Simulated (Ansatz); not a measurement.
# WS₂: what the fields show

```cif
data_structure
_symmetry_space_group_name_H-M 'P 1'
_symmetry_Int_Tables_number 1
_cell_length_a 3.2018
_cell_length_b 5.5457
_cell_length_c 17.3597
_cell_angle_alpha 90.000
_cell_angle_beta 90.000
_cell_angle_gamma 90.000
_cell_volume 308.24
loop_
_atom_site_label
_atom_site_type_symbol
_atom_site_fract_x
_atom_site_fract_y
_atom_site_fract_z
_atom_site_occupancy
W1 W 0.00000 0.66667 0.00000 1
W2 W 0.50000 0.16667 0.00000 1
S1 S 0.51217 0.83333 0.90714 1
S2 S 0.01217 0.33333 0.90714 1
S3 S 0.48783 0.83333 0.09286 1
S4 S 0.98783 0.33333 0.09286 1
```

Space group C2; a structure from a database of computed crystals, not necessarily the ambient phase; changed on purpose from its base cell (mode 4 frozen in at -0.038 Å, equal normal strain along x, y and z +0.0250); not relaxed (largest force 1.3 eV/Å); computed pressure about −4 GPa in this cell.

All numbers below come from Ansatz 0.2.0, DFT PBEsol+D3(BJ), scalar-relativistic, plane waves, PAW.

The density is the valence pseudo-density of a PAW calculation; it isn't the true density close to the nuclei.

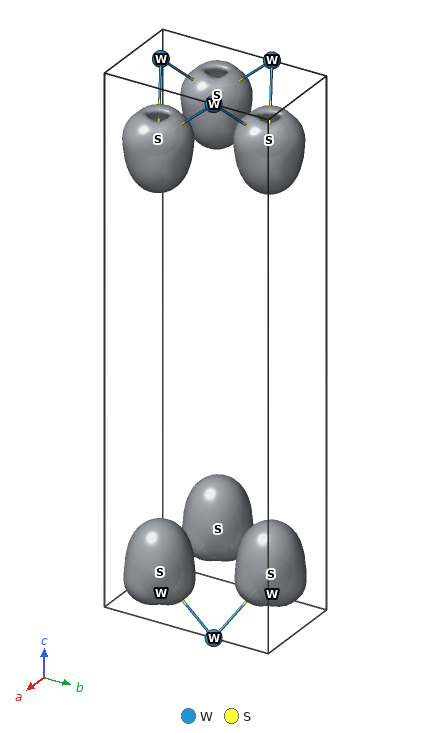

Figure 1. Isosurface of the ELF at 0.75 (grey), seen at an oblique angle. Only the valence region is drawn (cores and ρ < 0.01 e/Å³ removed). Sticks mark near contacts.

Identify the bonds, lone pairs and shells in this picture.

Answer. At this value the surface marks out four regions wrapped around S (the valence shell of each), counted in one cell of 6 atoms. Any copies at cell faces, edges or corners count once. Profiles from the grid: W–S (2.43 Å): the ELF peaks at about 0.85 in the valence shell of S, 0.8 Å from its nucleus, and is about 0.50 at the midpoint. W–S (2.48 Å): the ELF peaks at about 0.85 in the valence shell of S, 0.8 Å from its nucleus, and is about 0.50 at the midpoint.

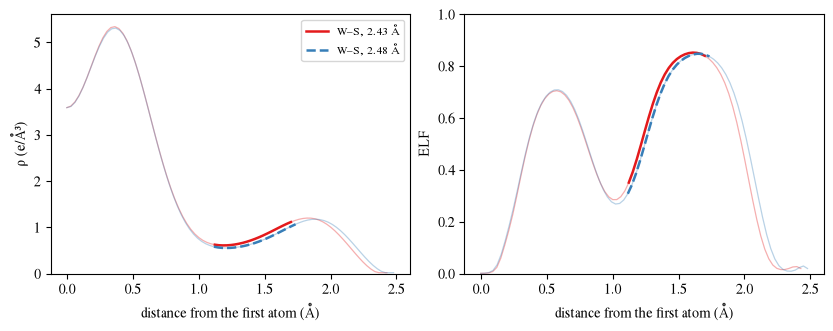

Figure 2. Valence electron density and electron localisation function along straight lines between neighbouring atoms. Thin, pale parts lie inside the atomic spheres.

What can be read from the curves?

Answer. W–S (2.43 Å): ρ at the midpoint is about 0.61 e/Å³; the ELF peaks at about 0.85 in the valence shell of S, 0.8 Å from its nucleus, and is about 0.50 at the midpoint.
W–S (2.48 Å): ρ is about 0.56 e/Å³ halfway; the ELF peaks at about 0.85 in the valence shell of S, 0.8 Å from its nucleus, and is about 0.50 at the midpoint.

Does the calculation give a band gap?

Answer. It is gapped, with a Kohn–Sham gap of 1.8 eV on the k-point mesh (the band edges may lie off the mesh, which would make the gap smaller).
